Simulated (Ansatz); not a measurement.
**WSe2: band-structure calculation**

System: WSe2 (P6₃/mmc, 6 atoms in the cell).
Method: DFT, r2SCAN+rVV10, plane waves, PAW, no spin polarisation (Ansatz 0.2.0).

The structure derives from a Materials Project entry. The geometry comes from this level: r2scan-rvv10.

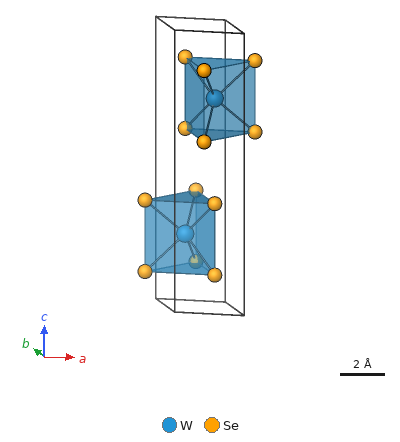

The input geometry (polyhedral view of the cell of the calculation, seen slightly off an axis; polyhedra are completed across the faces of the cell).

Input file
```yaml
crystal:
  lattice:
    - [3.2998001323, 0.0, 0.0]
    - [-1.6499000661, 2.8577107419, 0.0]
    - [0.0, 0.0, 13.1529359068]
  atoms:
    - { symbol: W, position: [0.6666666667, 0.3333333333, 0.75] }
    - { symbol: W, position: [0.3333333333, 0.6666666667, 0.25] }
    - { symbol: Se, position: [0.3333333333, 0.6666666667, 0.8765972414] }
    - { symbol: Se, position: [0.6666666667, 0.3333333333, 0.3765972414] }
    - { symbol: Se, position: [0.3333333333, 0.6666666667, 0.6234027586] }
    - { symbol: Se, position: [0.6666666667, 0.3333333333, 0.1234027586] }
kpoints:
  mp_grid: { grid: [12, 12, 2] }
  band_path:
    path:
      - [0.0, 0.0, 0.0]
      - [0.5, 0.0, 0.0]
      - [0.3333333333, 0.3333333333, 0.0]
      - [0.0, 0.0, 0.5]
      - [0.5, 0.0, 0.5]
      - [0.3333333333, 0.3333333333, 0.5]
    npoints: 1
hamiltonian:
  xc: r2scan
  dispersion: rvv10
scf:
  occupations: { method: fermi_dirac, width: 0.03 }
  n_extra_bands: 5
output:
  forces: true
  stress: true
  eigenvalues: true
```

Launched with:
```bash
ansatz run input.yaml --threads 2 --pin off --max-ram 2211MiB --backend cpu --events-out ev --progress --plain --runs-dir out
```

Log
```
scf.n_extra_bands = 5 over 46 filled bands (N_el = 92.0): the run solves 51 bands
Engine: ansatz 0.2.0, x86_64-unknown-linux-gnu
Pseudopotentials: kind: paw
Pseudopotential: W, paw, valence charge 14, recommended cutoff 500 eV (meta_gga), W.paw.azcp
Pseudopotential: Se, paw, valence charge 16, recommended cutoff 500 eV (meta_gga), Se.paw.azcp
Functional definition: r2SCAN+rVV10
  parameter k0 = 0.174
  parameter k1 = 0.065
  parameter a1 = 4.9479
  exchange = r2scan_x(k0 = k0, k1 = k1, a1 = a1)
  correlation = r2scan_c + rvv10(11.95, 0.0093)
Crystal: 6 atoms, lattice volume = 124.031 Å³
Basis set: ecut = 500 eV, 3107 PW (Γ), exchange–correlation on 108×108×432 points (64 copies of the dense FFT grid, shifted against one another)
Bands: 51, of which v1, the nominal top of the filled ones, is band 46 counted from 1 (45 counted from 0)
Symmetry: 24 space group operations
Space group: P63/mmc (ITA 194), of the structure as read, at distance tolerance 5.0e-5 Å
k-points: 38 of 288
Non-local potential: W, projectors of the file, l = 0: 3, l = 1: 2, l = 2: 2, l = 3: 1
Non-local potential: Se, projectors of the file, l = 0: 2, l = 1: 2, l = 2: 3, l = 3: 1
PAW form: soft (Blöchl's): semilocal exchange-correlation on the pseudo side does not see the compensation charge
rVV10 density: all electrons in the spheres
PAW frozen core: W, regenerated for the run's functional (the file was generated under x = pbe(κ = 0.804, μ = 0.2195149727645171), c = pbe(β = 0.06672455060314922))
PAW frozen core: Se, regenerated for the run's functional (the file was generated under x = pbe(κ = 0.804, μ = 0.2195149727645171), c = pbe(β = 0.06672455060314922))
PAW one-centre angular grid: W, 590 points (default); XC on 160 Gauss nodes
PAW one-centre angular grid: Se, 590 points (default); XC on 160 Gauss nodes
Initial density: superposition of atomic densities (neutral atoms: chi_scale 0, normalization atom), corrected by the library's trained network
Initial wavefunctions: pseudopotential atomic-orbital guess
Functional: x = r2scan, c = r2scan + rvv10(b = 11.95, C = 0.0093); τ floored in thin density (d = 2e-4 eV/Å³)
SCF iter   1: F=—  HF=-42699.870915 eV  |F-HF|=—  |Δ(HF+E_count)|=         —  Δρ=5.65e-3  dr2=4.14e-2  dr2_τ=8.33e-2  ethr=1.77e-3  ⟨swp⟩=6.0  Hψ=6954  notcnv=0
preconditioner: auto → Resta (q_TF=auto, 2.596 Å⁻¹)  ε∞=6.9  [insulator: Δε(μ)=1.137 eV  Ē_g=8.262 eV  σ=0.030 eV  W_gap=1.00  n_scr=40 (ndim 8)  ℏωp=20.0 eV  f_vac=0.063  D(μ)=0.00/eV (n_scr^D=0)  ε∞_Penn≈6.9]
SCF iter   2: F=—  HF=-42699.994182 eV  |F-HF|=—  |Δ(HF+E_count)|=   1.23e-1  Δρ=3.69e-3  dr2=9.19e-3  dr2_τ=1.40e-3  ethr=4.50e-5  ⟨swp⟩=2.5  Hψ=4165  notcnv=0  defer=31
SCF iter   3: F=—  HF=-42700.002302 eV  |F-HF|=—  |Δ(HF+E_count)|=   8.12e-3  Δρ=1.48e-3  dr2=1.76e-3  dr2_τ=1.15e-4  ethr=9.98e-6  ⟨swp⟩=2.0  Hψ=2598  notcnv=0  defer=31
SCF iter   4: F=—  HF=-42700.003711 eV  |F-HF|=—  |Δ(HF+E_count)|=   1.41e-3  Δρ=1.93e-4  dr2=4.98e-5  dr2_τ=3.98e-6  ethr=1.91e-6  ⟨swp⟩=2.0  Hψ=2819  notcnv=0  defer=31
SCF iter   5: F=—  HF=-42700.003703 eV  |F-HF|=—  |Δ(HF+E_count)|=   8.33e-6  Δρ=6.94e-5  dr2=1.14e-5  dr2_τ=5.70e-7  ethr=5.42e-8  ⟨swp⟩=2.0  Hψ=3579  notcnv=0  defer=31
SCF iter   6: F=—  HF=-42700.003705 eV  |F-HF|=—  |Δ(HF+E_count)|=   1.82e-6  Δρ=2.15e-5  dr2=6.96e-7  dr2_τ=1.78e-8  ethr=1.24e-8  ⟨swp⟩=3.0  Hψ=3351  notcnv=0  defer=31
SCF iter   7: F=-42700.003705 eV  HF=-42700.003705 eV  |F-HF|=7.35e-9  |Δ(HF+E_count)|=   2.78e-7  Δρ=3.64e-6  dr2=1.64e-8  dr2_τ=2.15e-9  ethr=1.09e-10  ⟨swp⟩=9.2  Hψ=8879  notcnv=0
SCF 1 converged in 7 iterations: F = -42700.003705 eV  dr2 = 1.64e-8
  greatest PAW one-centre occupation: 1.000 electrons in one spin orbital (limit 2), on the Se atom at site 4 (counted from 0), in its partial waves of l = 2
```

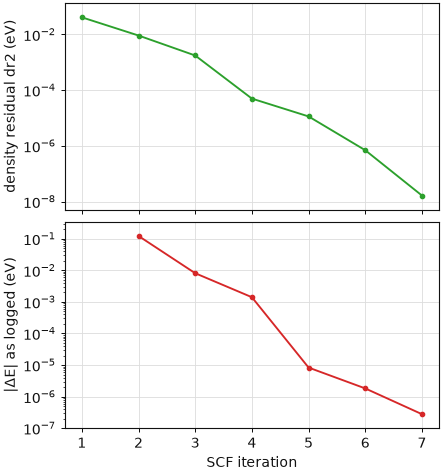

Convergence of the self-consistent field: density residual dr2 and size of the energy change against the SCF iteration. The residual falls at every step.

```
NSCF: frozen V_eff on 6 k-points
SCF converged after 7 iterations
Free energy (F): -42700.003705 eV
Harris-Foulkes:  -42700.003705 eV  (|F-HF|=7.35e-9)
Internal energy: -42700.003705 eV  (E = F + TS)
E sigma→0 (E₀):  -42700.003705 eV
Fermi energy:    12.946499 eV
--- Per-component energies (eV) ---
  E_band       = -1800.586928
  E_kinetic    = 1380.263691
  E_local      = -11767.345446  (includes V_loc(G=0)·N_el)
  E_nonlocal   = -2376.415143
  E_hartree    = 5649.947966
  E_xc         = -882.253132
  E_vxc        = -943.315594  (∫ρ·V_xc dr)
  E_paw        = -24887.616781  (= ΣΔE_a)
  E_vpaw       = 558.838767  (= ΣTr[D̂ρ^β])
  E_aug_tail   = -0.000910  (compensation charges beyond the density's cutoff)
  E_vtau       = 47.486213  (kinetic-family band-sum trace: ∫τ·v_τ [+ j·A + Jᵃ·Aᵃ] dr)
  E_ewald      = -9808.348971
  E_core_change = -8.234979  (= ΣΔE_core)
  E_smearing   = -0.000000  (= −TS)
  E_closure    = 0.000000  (closes the sum)
  Σ components = -42700.003705   (vs F -42700.003705, Δ=0.00e0)
--- Forces (eV/Å), atoms counted from 1 ---
  atom   1  W      0.00000000    -0.00000000    -0.00000000
  atom   2  W      0.00000000     0.00000000     0.00000000
  atom   3  Se     0.00000000     0.00000000     0.00681666
  atom   4  Se    -0.00000000    -0.00000000     0.00681666
  atom   5  Se     0.00000000     0.00000000    -0.00681666
  atom   6  Se    -0.00000000    -0.00000000    -0.00681666
  max |Σ_I F_I| component: 1.62e-17 eV/Å
--- Stress (GPa, compression-positive) ---
        0.015465       0.000000      -0.000000
        0.000000       0.015465      -0.000000
       -0.000000      -0.000000       0.046747
  P = ⅓ Tr σ = 0.0259 GPa (0.259 kbar)
--- Band table (eV; the first three rows and the last of 38) ---
  k-point 0: bands = ["-63.8078", "-63.8078", "-36.2990", "-36.2990", "-36.2990", "-36.2990", "-36.2982", "-36.2982", "-36.2982", "-36.2982", "-36.2686", "-36.2686", "-36.2684", "-36.2684", "-36.2672", "-36.2672", "-36.2670", "-36.2670", "-36.2551", "-36.2549", "-36.2525", "-36.2523", "-27.4482", "-27.4482", "-27.3265", "-27.3265", "-27.3265", "-27.3265", "-3.4812", "-3.2748", "-2.1960", "-1.8414", "5.0801", "6.0852", "8.7591", "9.5398", "9.5398", "9.5548", "9.5548", "10.7066", "10.7066", "10.7525", "10.7525", "11.1145", "11.3413", "12.4012", "15.1725", "15.1725", "15.2134", "15.2134", "15.2762"]
  k-point 1: bands = ["-63.8078", "-63.8078", "-36.2990", "-36.2990", "-36.2990", "-36.2990", "-36.2982", "-36.2982", "-36.2982", "-36.2982", "-36.2685", "-36.2685", "-36.2685", "-36.2685", "-36.2671", "-36.2671", "-36.2671", "-36.2671", "-36.2550", "-36.2550", "-36.2524", "-36.2524", "-27.4482", "-27.4482", "-27.3265", "-27.3265", "-27.3265", "-27.3265", "-3.3898", "-3.3898", "-2.0089", "-2.0089", "5.5073", "5.5073", "9.5472", "9.5472", "9.5472", "9.5472", "9.7253", "9.7253", "10.7296", "10.7296", "10.7296", "10.7296", "12.1537", "12.1537", "15.1791", "15.1791", "15.1791", "15.1791", "15.3767"]
  k-point 2: bands = ["-63.8070", "-63.8070", "-36.2990", "-36.2989", "-36.2987", "-36.2987", "-36.2983", "-36.2983", "-36.2979", "-36.2979", "-36.2687", "-36.2687", "-36.2685", "-36.2685", "-36.2674", "-36.2672", "-36.2672", "-36.2670", "-36.2550", "-36.2547", "-36.2523", "-36.2521", "-27.4447", "-27.4447", "-27.3432", "-27.3432", "-27.3304", "-27.3304", "-3.3720", "-3.1663", "-2.1378", "-1.7922", "5.2183", "6.2222", "8.6436", "9.2172", "9.2418", "9.6399", "9.6609", "10.1808", "10.5210", "10.5725", "10.6954", "11.3493", "11.3574", "12.2326", "14.9532", "14.9943", "15.0410", "15.1001", "15.1245"]
  k-point 37: bands = ["-63.7952", "-63.7952", "-36.2973", "-36.2973", "-36.2956", "-36.2956", "-36.2955", "-36.2955", "-36.2952", "-36.2952", "-36.2708", "-36.2708", "-36.2695", "-36.2695", "-36.2684", "-36.2684", "-36.2683", "-36.2683", "-36.2526", "-36.2526", "-36.2496", "-36.2496", "-27.5105", "-27.5105", "-27.4821", "-27.4821", "-27.3889", "-27.3889", "-0.9946", "-0.9946", "-0.8600", "-0.8600", "6.4374", "6.4374", "6.5385", "6.5385", "7.5024", "7.5024", "7.9205", "7.9205", "8.7668", "8.7668", "9.5516", "9.5516", "12.0451", "12.0451", "13.7726", "13.7726", "15.0393", "15.0393", "15.7875"]
```

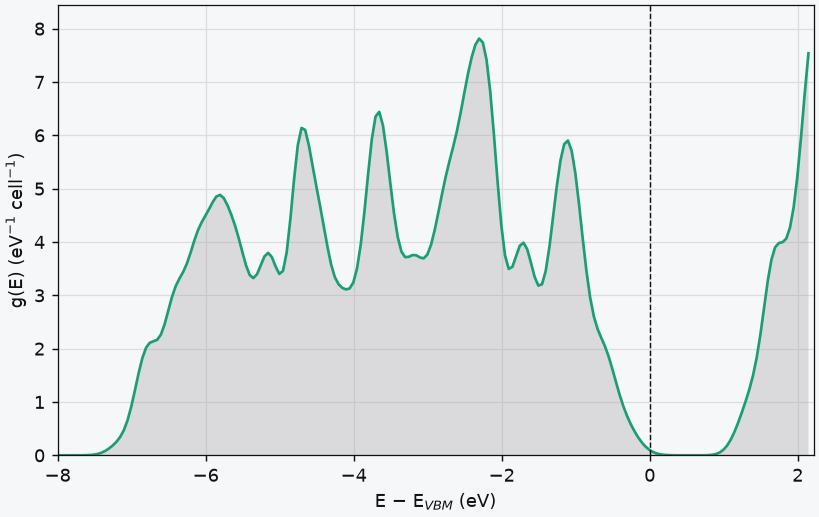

Density of states (the curve is built from the levels of the k mesh with Gaussians 0.3 eV wide, which also blur the band edges), with energies from the valence-band top. There is a gap of 1.14 eV on the k-point mesh. The curves stop near 1.6 eV above the Fermi level, where the computed bands end. Small ripples come from the finite k-point mesh.

Results in brief

| quantity | value |
| --- | --- |
| outcome | converged |
| space group (tolerance 0.01 Å) | P6₃/mmc (194) |
| electrons treated | 92 |
| free energy | −42700.0037 eV |
| Fermi energy | 12.946 eV |
| gap on the k-point mesh | 1.14 eV |
| pressure | 0.03 GPa |
| largest force (length of the vector) | 0.007 eV/Å |
| hardware | 2 threads of Intel Xeon @ 2.70GHz, 189 GiB of memory available, shared host |
| wall time | 23 s (CPU time 44 s) |
| peak memory | 0.9 GiB |

Spin–orbit coupling is left out, which matters for W.
